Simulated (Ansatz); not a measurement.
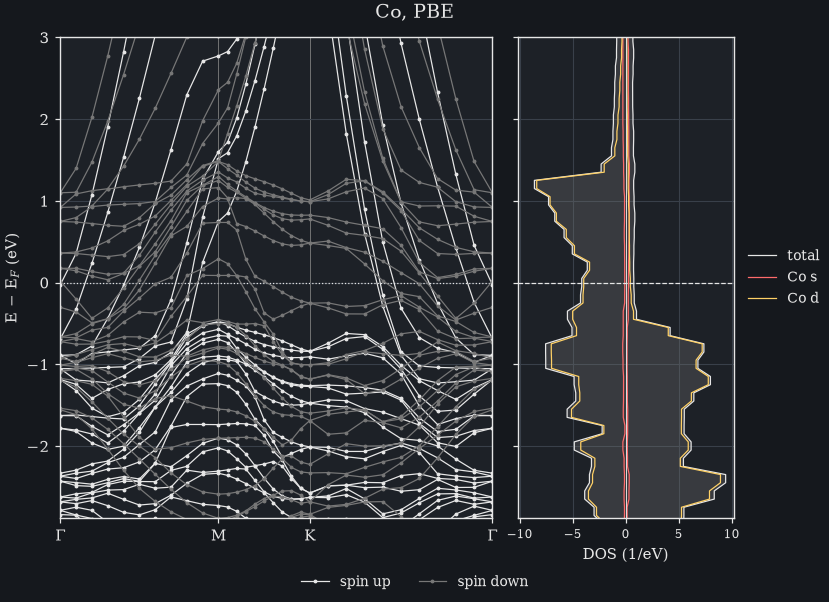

Band structure and density of states. Energies are counted from the Fermi level. The partial curves are projected on atomic shells. Spin-down states are drawn negative.

System: a slab of Co, 5 atoms in the cell, the (0 0 1) slab of Co, cut from the database cell, not relaxed.

```
Co
1.0
     2.47056    0.00000    0.00000
    -1.23528    2.13957    0.00000
     0.00000    0.00000   23.08823
Co
5
Direct
  0.00000 0.00000 0.32484
  0.33333 0.66667 0.41242
  0.00000 0.00000 0.50000
  0.66667 0.33333 0.58758
  0.00000 0.00000 0.67516
```

Method: PBE, all-electron LAPW, collinear spin, ferromagnetic start, no spin-orbit coupling, 12×12×1 k mesh in the self-consistent step, Fermi-Dirac smearing of 0.05 eV (Ansatz).

### Is there a gap at the Fermi level?

A metal: bands cross the Fermi level along this path.

### How spin-polarised are the states at the Fermi level?

At the Fermi level spin up gives about 0.77 and spin down about 4 states per eV, a polarisation (up − down)/(up + down) of about −0.7.

### What is the density of states at the Fermi level?

The density of states at the Fermi level is about 4.7 per eV and cell (mean within 0.25 eV), or 0.95 per atom.

### What carries the states at the Fermi level?

By projected weight, the states within 0.3 eV of the Fermi level are Co d almost alone.

### Is the cell magnetic? Give the net moment.

The two spin channels differ: the cell has a net moment of 8.4 μB, with spin up in the majority.

The density of states comes from the program's own step for it, whose mesh and broadening can differ from those of the self-consistent step. The run ends ferromagnetic, with 8.44 μB a cell. The k mesh is thin for a metal, so its Fermi level is uncertain. Bands are joined in order of energy, so crossings between the computed points show as kinks or gaps.
